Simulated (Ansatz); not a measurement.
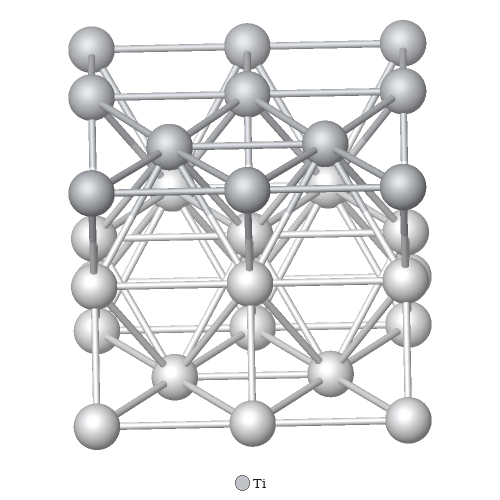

The system is Si on a Ti(110) slab cut from the P6/mmm phase, its upper half relaxed before the scan (18 atoms of substrate and one adsorbate in a 2 × 1 cell); the picture shows it without the atoms that are moved over the map. Si is moved over the surface cell at a fixed height above a rigid substrate; the origin of the map has the adsorbate above Ti15; the height is held at 2.50 Å. Places are given modulo a cell vector. The map is drawn in real space over the plane of the surface. Grid: 4 × 4 points; 12 points were computed and 4 follow by symmetry. Places are given in fractions of the 1 × 1 surface cell. Energies are in meV, from the lowest grid point. The runs have no spin polarisation, so an open-shell adsorbate far from the surface lies too high. At a fixed height the lowest place need not be the adsorption site. The calculation used Ansatz, DFT PBE+D3(BJ), scalar-relativistic, plane waves, PAW. Settings: cutoff 420 eV, k-mesh 5×4×1, gaussian smearing 0.1 eV, no spin polarisation.

Range: position of Si19 along the first surface vector from 0.00 to 0.75; position of Si19 along the second surface vector from 0.00 to 0.75.

Predict the map.

Answer. The lowest grid point is at (2/4, 3/4) of the cell vectors [nearest 2 Ti at 2.93 Å]. The highest grid point, (2/4, 1/4) of the cell vectors [nearest 1 Ti at 2.64 Å], lies 306 meV above the lowest. At the lowest point the adsorbate has 2 Ti at 2.93 Å as nearest neighbours, at the highest 1 Ti at 2.64 Å.

| second ↓, first → | 0/4 | 1/4 | 2/4 | 3/4 |
| --- | --- | --- | --- | --- |
| 3/4 | 75 | 29 | 0 | 29 |
| 2/4 | 200 | 241 | 260 | 241 |
| 1/4 | 263 | 287 | 306 | 287 |
| 0/4 | 137 | 106 | 101 | 106 |

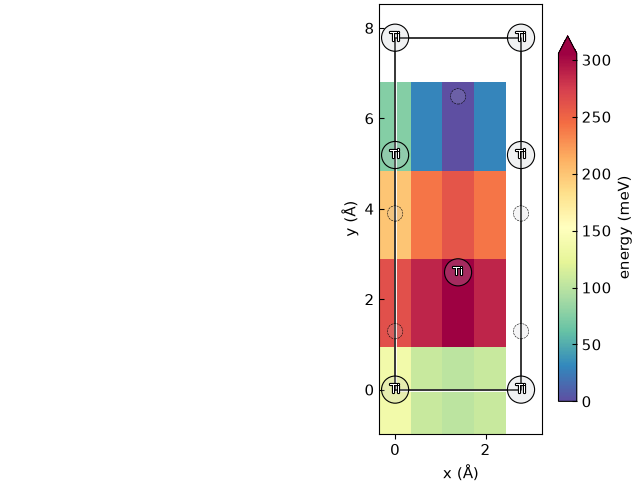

The picture shows one coloured cell a grid point, labelled circles for the atoms of the top layer and small ones for the second layer, the outline of one cell of the plane, one colour for all values above the top of the scale.

Each point was launched as `ansatz run input.yaml --threads 4 --pin off --max-ram 12288MiB --backend cpu --events-out ev --progress --plain --runs-dir out`. Time for the 12 points that were run: 12 min on 4 threads of Arm Neoverse V1 (shared host).

PAW datasets: the set soft_1.
